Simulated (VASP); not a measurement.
**Run report: Ge$_{3}$Si, geometry relaxation (part 1 of 3)**

System: Ge$_{3}$Si (I4/mmm, 4 atoms in the cell).
Method: Kohn-Sham DFT of a periodic cell, PBE, VASP PAW PBE potentials, recommended, no spin polarisation (VASP 6.6.1).

The structure was made by swapping elements on the sites of another compound; it need not be a known phase.

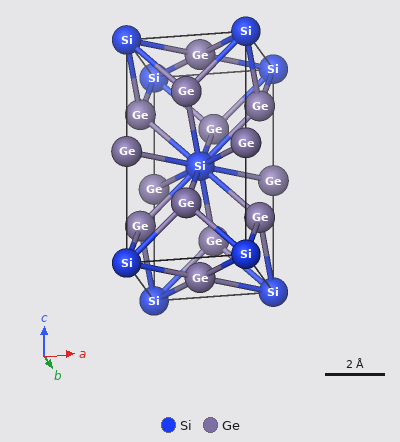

Figure 1. The structure as given in the input (ball-and-stick view of the cell 2 times as large as that of the calculation, set on its symmetry axes, seen at an oblique angle). An atom can appear more than once, as a periodic image.

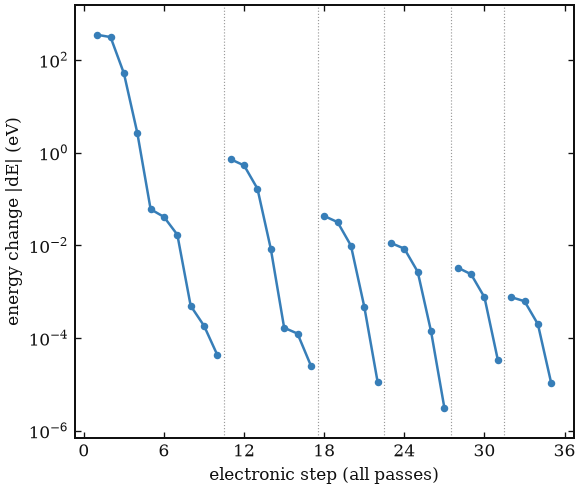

Figure 2. Convergence of the self-consistent field: energy change |dE| against the electronic step. Each stretch between dotted lines is the SCF of one geometry step of a relaxation. The 6 ionic steps take 4 to 10 electronic steps each.

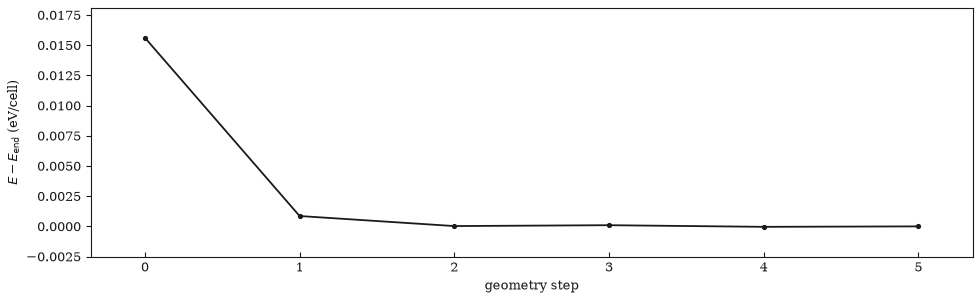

Figure 3. Progress of the relaxation, step by step (steps are counted from 0).

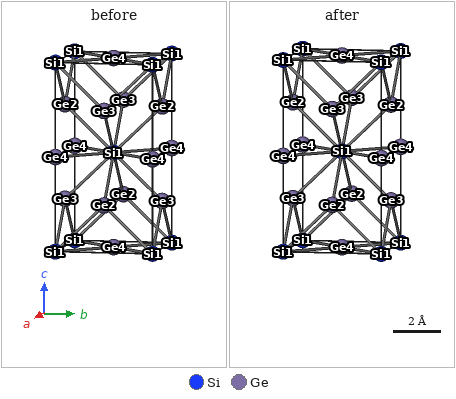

Figure 4. Before (left) and after (right) the relaxation, at one scale (ball-and-stick view of the cell 2 times as large as that of the calculation, set on its symmetry axes, seen slightly off an axis). Over 5 geometry steps the energy falls by 15.6 meV per cell of the calculation. All forces vanish by symmetry, so only the cell relaxes. No atom moves by more than 0.005 Å relative to the cell. The volume changes by +3.4 %, with a = b 4.216 → 4.258 Å (+1.0 %), c 8.104 → 8.216 Å (+1.4 %). Distances before and after: Si1–Ge2 2.924 → 2.958 Å, Si1–Ge4 2.981 → 3.011 Å. The space group stays I4/mmm (No. 139). (Atoms are counted from 1 in the order of the input.)

These pictures come from the run below.

INCAR
```
SYSTEM = SiGe3
ALGO     = Fast           ! electronic algorithm
EDIFF    = 1E-4           ! SCF threshold, eV
EDIFFG   = -0.08          ! ionic threshold
ENCUT    = 520            ! plane-wave cutoff, eV
GGA      = PE             ! functional
IBRION   = 2              ! ionic algorithm
ISIF     = 3              ! what is computed and relaxed
ISMEAR   = 0              ! smearing method
LASPH    = .TRUE.         ! aspherical terms in the spheres
LCHARG   = .FALSE.        ! write CHGCAR
LREAL    = .FALSE.        ! projectors in reciprocal space
LWAVE    = .FALSE.        ! write WAVECAR
NELM     = 60             ! most SCF steps
NSW      = 24             ! ionic steps
PREC     = Normal         ! precision mode
SIGMA    = 0.15           ! smearing width, eV
```

KPOINTS
```
k-points
0
G
  7 7 7
  0 0 0
```

POSCAR
```
SiGe3
1.0
   -2.1079432800      2.1079432800      4.0518347600
    2.1079432800     -2.1079432800      4.0518347600
    2.1079432800      2.1079432800     -4.0518347600
Si Ge
1 3
Direct
    0.0000000000      0.0000000000      0.0000000000
    0.7500000000      0.2500000000      0.5000000000
    0.2500000000      0.7500000000      0.5000000000
    0.5000000000      0.5000000000      0.0000000000
```

Run as:
```bash
cat potpaw_PBE.64/Si/POTCAR potpaw_PBE.64/Ge_d/POTCAR > POTCAR
mpirun -np 1 vasp_std > vasp.out
```

OSZICAR
```
N       E                     dE             d eps       ncg     rms          rms(c)
DAV:   1     0.349372670106E+03    0.34937E+03   -0.23449E+04  2298   0.449E+03
DAV:   2     0.369770388227E+02   -0.31240E+03   -0.30688E+03  2168   0.715E+02
DAV:   3    -0.145281172770E+02   -0.51505E+02   -0.49907E+02  2433   0.190E+02
DAV:   4    -0.172233261208E+02   -0.26952E+01   -0.26224E+01  2651   0.468E+01
DAV:   5    -0.172835684790E+02   -0.60242E-01   -0.59690E-01  2547   0.677E+00    0.271E+00
RMM:   6    -0.172425745169E+02    0.40994E-01   -0.53456E-02  2453   0.225E+00    0.155E+00
RMM:   7    -0.172255789505E+02    0.16996E-01   -0.37955E-02  2348   0.145E+00    0.145E-01
RMM:   8    -0.172250839404E+02    0.49501E-03   -0.62361E-03  2488   0.102E+00    0.801E-02
RMM:   9    -0.172252675131E+02   -0.18357E-03   -0.18172E-03  2481   0.356E-01    0.556E-02
RMM:  10    -0.172253102813E+02   -0.42768E-04   -0.27224E-04  1627   0.169E-01
   1 F= -.17225310E+02 E0= -.17211814E+02  d E =-.172253E+02
       N       E                     dE             d eps       ncg     rms          rms(c)
DAV:   1    -0.179448260961E+02   -0.71956E+00   -0.11285E+01  2714   0.599E+01    0.487E+00
RMM:   2    -0.174151251283E+02    0.52970E+00   -0.70511E-01  2472   0.113E+01    0.255E+00
RMM:   3    -0.172481584400E+02    0.16697E+00   -0.42872E-01  2386   0.796E+00    0.395E-01
RMM:   4    -0.172397553665E+02    0.84031E-02   -0.40213E-02  2486   0.240E+00    0.211E-01
RMM:   5    -0.172399217561E+02   -0.16639E-03   -0.91308E-03  2563   0.759E-01    0.140E-01
RMM:   6    -0.172400463198E+02   -0.12456E-03   -0.22307E-03  2397   0.573E-01    0.219E-02
RMM:   7    -0.172400717298E+02   -0.25410E-04   -0.59138E-04  1792   0.237E-01
   2 F= -.17240072E+02 E0= -.17226775E+02  d E =-.147614E-01
       N       E                     dE             d eps       ncg     rms          rms(c)
DAV:   1    -0.172829811099E+02   -0.42935E-01   -0.62635E-01  2588   0.131E+01    0.121E+00
RMM:   2    -0.172512508267E+02    0.31730E-01   -0.44585E-02  2474   0.284E+00    0.622E-01
RMM:   3    -0.172413665285E+02    0.98843E-02   -0.22119E-02  2376   0.175E+00    0.113E-01
RMM:   4    -0.172408917284E+02    0.47480E-03   -0.22151E-03  2463   0.562E-01    0.609E-02
RMM:   5    -0.172409029449E+02   -0.11216E-04   -0.47952E-04  1724   0.192E-01
   3 F= -.17240903E+02 E0= -.17227452E+02  d E =-.155927E-01
       N       E                     dE             d eps       ncg     rms          rms(c)
DAV:   1    -0.172521364064E+02   -0.11245E-01   -0.16961E-01  2694   0.688E+00    0.624E-01
RMM:   2    -0.172436707459E+02    0.84657E-02   -0.11479E-02  2474   0.144E+00    0.324E-01
RMM:   3    -0.172409738074E+02    0.26969E-02   -0.61160E-03  2373   0.927E-01    0.555E-02
RMM:   4    -0.172408346837E+02    0.13912E-03   -0.60924E-04  1796   0.293E-01    0.303E-02
RMM:   5    -0.172408315919E+02    0.30917E-05   -0.14867E-04  1530   0.101E-01
   4 F= -.17240832E+02 E0= -.17227451E+02  d E =-.155213E-01
       N       E                     dE             d eps       ncg     rms          rms(c)
DAV:   1    -0.172441337401E+02   -0.32991E-02   -0.46703E-02  2630   0.358E+00    0.331E-01
RMM:   2    -0.172417574626E+02    0.23763E-02   -0.32370E-03  2468   0.764E-01    0.171E-01
RMM:   3    -0.172410005378E+02    0.75692E-03   -0.16752E-03  2374   0.482E-01    0.303E-02
RMM:   4    -0.172409667312E+02    0.33807E-04   -0.15943E-04  1468   0.155E-01
   5 F= -.17240967E+02 E0= -.17227546E+02  d E =-.156564E-01
       N       E                     dE             d eps       ncg     rms          rms(c)
DAV:   1    -0.172417623357E+02   -0.76180E-03   -0.12573E-02  2681   0.184E+00    0.171E-01
RMM:   2    -0.172411397912E+02    0.62254E-03   -0.91456E-04  2370   0.406E-01    0.883E-02
RMM:   3    -0.172409404062E+02    0.19938E-03   -0.44358E-04  1796   0.260E-01    0.141E-02
RMM:   4    -0.172409298098E+02    0.10596E-04   -0.65339E-05  1289   0.870E-02
   6 F= -.17240930E+02 E0= -.17227528E+02  d E =-.156195E-01
```

Parts of OUTCAR
```
SYSTEM = SiGe3
   EDIFF = 1E-4
   EDIFFG = -0.08
   ENCUT = 520
   GGA = PE
   IBRION = 2
   ISIF = 3
   ISMEAR = 0
   LASPH = .TRUE.
   LREAL = .FALSE.
   NELM = 60
   NSW = 24
   PREC = Normal

 ion  position               nearest neighbor table
   1  0.000  0.000  0.000-   2 2.92   3 2.92   2 2.92   3 2.92   2 2.92   3 2.92   2 2.92   3 2.92
                             4 2.98   4 2.98   4 2.98   4 2.98
   2  0.750  0.250  0.500-   1 2.92   1 2.92   1 2.92   1 2.92
   3  0.250  0.750  0.500-   1 2.92   1 2.92   1 2.92   1 2.92
   4  0.500  0.500  0.000-   1 2.98   1 2.98   1 2.98   1 2.98

  LATTYP: Found a body centered tetragonal cell.
 ALAT       =     4.2158865600
 C/A-ratio  =     1.9221744714

  Lattice vectors:

 A1 = (  -2.1079432800,   2.1079432800,   4.0518347600)
 A2 = (   2.1079432800,  -2.1079432800,   4.0518347600)
 A3 = (   2.1079432800,   2.1079432800,  -4.0518347600)

Analysis of symmetry for initial positions (statically):
=====================================================================
 Subroutine PRICEL returns:
 Original cell was already a primitive cell.

 Routine SETGRP: Setting up the symmetry group for a
 body centered tetragonal supercell.

 Subroutine GETGRP returns: Found 16 space group operations
 (whereof 16 operations were pure point group operations)
 out of a pool of 16 trial point group operations.

The static configuration has the point symmetry D_4h.

Analysis of symmetry for dynamics (positions and initial velocities):
=====================================================================
 Subroutine PRICEL returns:
 Original cell was already a primitive cell.

 Routine SETGRP: Setting up the symmetry group for a
 body centered tetragonal supercell.

 Subroutine GETGRP returns: Found 16 space group operations
 (whereof 16 operations were pure point group operations)
 out of a pool of 16 trial point group operations.

The dynamic configuration has the point symmetry D_4h.

 Subroutine INISYM returns: Found 16 space group operations
 (whereof 16 operations are pure point group operations),
 and found     1 'primitive' translations

----------------------------------------------------------------------------------------

                                     Primitive cell

  volume of cell :      72.0161

  direct lattice vectors                    reciprocal lattice vectors
    -2.107943280  2.107943280  4.051834760     0.000000000  0.237198033  0.123400886
     2.107943280 -2.107943280  4.051834760     0.237198033  0.000000000  0.123400886
     2.107943280  2.107943280 -4.051834760     0.237198033  0.237198033  0.000000000

  length of vectors
     5.030329479  5.030329479  5.030329479     0.267377422  0.267377422  0.335448675

  position of ions in fractional coordinates (direct lattice)
     0.000000000  0.000000000  0.000000000
     0.750000000  0.250000000  0.500000000
     0.250000000  0.750000000  0.500000000
     0.500000000  0.500000000  0.000000000

  ion indices of the primitive-cell ions
   primitive index   ion index
                 1           1
                 2           2
                 3           3
                 4           4

----------------------------------------------------------------------------------------

 KPOINTS: k-points

Automatic generation of k-mesh.
 Grid dimensions read from file:
 generate k-points for:    7    7    7

 Generating k-lattice:

  Cartesian coordinates                     Fractional coordinates (reciprocal lattice)
     0.000000000  0.033885433  0.017628698     0.142857143  0.000000000  0.000000000
     0.033885433  0.000000000  0.017628698     0.000000000  0.142857143  0.000000000
     0.033885433  0.033885433  0.000000000     0.000000000  0.000000000  0.142857143

  Length of vectors
     0.038196775  0.038196775  0.047921239

  Shift w.r.t. Gamma in fractional coordinates (k-lattice)
     0.000000000  0.000000000  0.000000000

 Subroutine IBZKPT returns following result:
 ===========================================

 Found     40 irreducible k-points:

 Following reciprocal coordinates:
            Coordinates               Weight
  0.000000  0.000000  0.000000      1.000000
  0.142857  0.000000 -0.000000      8.000000
  0.285714  0.000000  0.000000      8.000000
  0.428571  0.000000 -0.000000      8.000000
  0.142857  0.142857 -0.000000      8.000000
  0.285714  0.142857 -0.000000     16.000000
  0.428571  0.142857 -0.000000     16.000000
 -0.428571  0.142857  0.000000     16.000000
 -0.285714  0.142857 -0.000000     16.000000
 -0.142857  0.142857  0.000000      4.000000
  0.285714  0.285714  0.000000      8.000000
  0.428571  0.285714 -0.000000     16.000000
 -0.428571  0.285714  0.000000     16.000000
 -0.285714  0.285714  0.000000      4.000000
  0.428571  0.428571 -0.000000      8.000000
 -0.428571  0.428571  0.000000      4.000000
  0.142857  0.142857  0.142857      8.000000
  0.285714  0.142857  0.142857     16.000000
 -0.142857  0.142857  0.142857      4.000000
  0.285714  0.285714  0.142857      8.000000
  0.428571  0.285714  0.142857      8.000000
 -0.285714  0.285714  0.142857      8.000000
 -0.142857  0.285714  0.142857      8.000000
 -0.428571  0.428571  0.142857      8.000000
 [... further k-points ...]
   k-points           NKPTS =     40   k-points in BZ     NKDIM =     40   number of bands    NBANDS=     27
   number of dos      NEDOS =    301   number of ions     NIONS =      4
   total plane-waves  NPLWV =  21952
   dimension x,y,z NGX =    28 NGY =   28 NGZ =   28
   dimension x,y,z NGXF=    56 NGYF=   56 NGZF=   56
   ions per type =               1   3
   NGX,Y,Z   is equivalent  to a cutoff of   9.25,  9.25,  9.25 a.u.
   NGXF,Y,Z  is equivalent  to a cutoff of  18.51, 18.51, 18.51 a.u.
 SYSTEM =  SiGe3
   PREC   = normal    normal or accurate (medium, high low for compatibility)
   ISTART =      0    job   : 0-new  1-cont  2-samecut
   ICHARG =      2    charge: 1-file 2-atom 10-const
   ISPIN  =      1    spin polarized calculation?
   LNONCOLLINEAR =      F non collinear calculations
   LSORBIT =      F    spin-orbit coupling
   LASPH  =      T    aspherical Exc in radial PAW
   ENCUT  =  520.0 eV  38.22 Ry    6.18 a.u.   9.35  9.35  9.35*2*pi/ulx,y,z
   NELM   =     60;   NELMIN=  2; NELMDL= -5     # of ELM steps
   EDIFF  = 0.1E-03   stopping-criterion for ELM
   LREAL  =      F    real-space projection
   EDIFFG = -.8E-01   stopping-criterion for IOM
   NSW    =     24    number of steps for IOM
   IBRION =      2    ionic relax: 0-MD 1-quasi-New 2-CG
   NFREE  =      1    steps in history (QN), initial steepest desc. (CG)
   ISIF   =      3    stress and relaxation
   ISYM   =      2    0-nonsym 1-usesym 2-fastsym
   POTIM  = 0.5000    time-step for ionic-motion
   TEBEG  =    0.0;   TEEND  =   0.0 temperature during run
   PSTRESS=    0.0 pullay stress
   NELECT =      46.0000    total number of electrons
   NUPDOWN=      -1.0000    fix difference up-down
   EMIN   =  10.00;   EMAX   =-10.00  energy-range for DOS
   EFERMI =   0.00;   METHOD = LEGACY
   ISMEAR =     0;   SIGMA  =   0.15  broadening in eV -4-tet -1-fermi 0-gaus
   EFERMI_NEDOS =   21; number of points for ismear=-14 and -15
   IALGO  =     68    algorithm
   IMIX   =      4    mixing-type and parameters
     AMIX     =   0.40;   BMIX     =  1.00
     AMIX_MAG =   1.60;   BMIX_MAG =  1.00
  volume/ion in A,a.u.               =      18.00       121.50
  Fermi-wavevector in a.u.,A,eV,Ry     =   1.409887  2.664300 27.045401  1.987781
  Thomas-Fermi vector in A             =   2.531897
   LORBIT       =      0    0 simple, 1 ext, 2 COOP (PROOUT), +10 PAW based schemes
   GGA     = PE    functional components
   LHFCALC =     F    Hartree Fock is set to
   AEXX    =    0.0000 exact exchange contribution
   IVDW    =     0    specifies the selected vdW correction
   LEPSILON=     F    determine dielectric tensor
   LRPA    =     F    only Hartree local field effects (RPA)
 conjugate gradient relaxation of ions
 non-spin polarized calculation
 RMM-DIIS sequential band-by-band and
 Gauss-broadening in eV      SIGMA  =   0.15
  energy-cutoff  :      520.00
  volume of cell :       72.02
 maximum number of plane-waves:      1955
   NGX = 19   NGY = 19   NGZ = 19

--------------------------------------- Ionic step        1  -------------------------------------------

 number of electron      45.9999875 magnetization

 Free energy of the ion-electron system (eV)
  ---------------------------------------------------
  ext. energy  EPLUGINS =         0.00000000
  ---------------------------------------------------
  free energy    TOTEN  =       -17.22531028 eV

  energy without entropy =      -17.19831688  energy(sigma->0) =      -17.21181358

------------------------ aborting loop because EDIFF is reached ----------------------------------------

  FORCE on cell =-STRESS in cart. coord.  units (eV):
  Direction    XX          YY          ZZ          XY          YZ          ZX
  --------------------------------------------------------------------------------------
  -------------------------------------------------------------------------------------
  Total        0.9707838      0.9707838      1.3496611      0.0000000     -0.0000000      0.0000000
  in kB       21.5975040     21.5975040     30.0265719      0.0000000     -0.0000000      0.0000000
  external PRESSURE =      24.4071933 kB  Pullay stress =       0.0000000 kB

 VOLUME and BASIS-vectors are now :
 -----------------------------------------------------------------------------
  energy-cutoff  :      520.00
  volume of cell :       72.02
      direct lattice vectors                 reciprocal lattice vectors
    -2.107943280  2.107943280  4.051834760     0.000000000  0.237198033  0.123400886
     2.107943280 -2.107943280  4.051834760     0.237198033  0.000000000  0.123400886
     2.107943280  2.107943280 -4.051834760     0.237198033  0.237198033  0.000000000

 POSITION                                       TOTAL-FORCE (eV/Angst)
 -----------------------------------------------------------------------------------
      0.00000      0.00000      0.00000        -0.000000      0.000000     -0.000000
      0.00000      2.10794      2.02592         0.000000     -0.000000      0.000000
      2.10794      0.00000      2.02592         0.000000     -0.000000      0.000000
      0.00000      0.00000      4.05183        -0.000000      0.000000     -0.000000
 -----------------------------------------------------------------------------------
    total drift:                                0.000000      0.000000      0.000000

  FREE ENERGIE OF THE ION-ELECTRON SYSTEM (eV)
  ---------------------------------------------------
  free  energy   TOTEN  =       -17.2253102813 eV

  energy  without entropy=      -17.1983168793  energy(sigma->0) =      -17.21181358

--------------------------------------- Ionic step        2  -------------------------------------------

 number of electron      45.9999912 magnetization

------------------------ aborting loop because EDIFF is reached ----------------------------------------
```
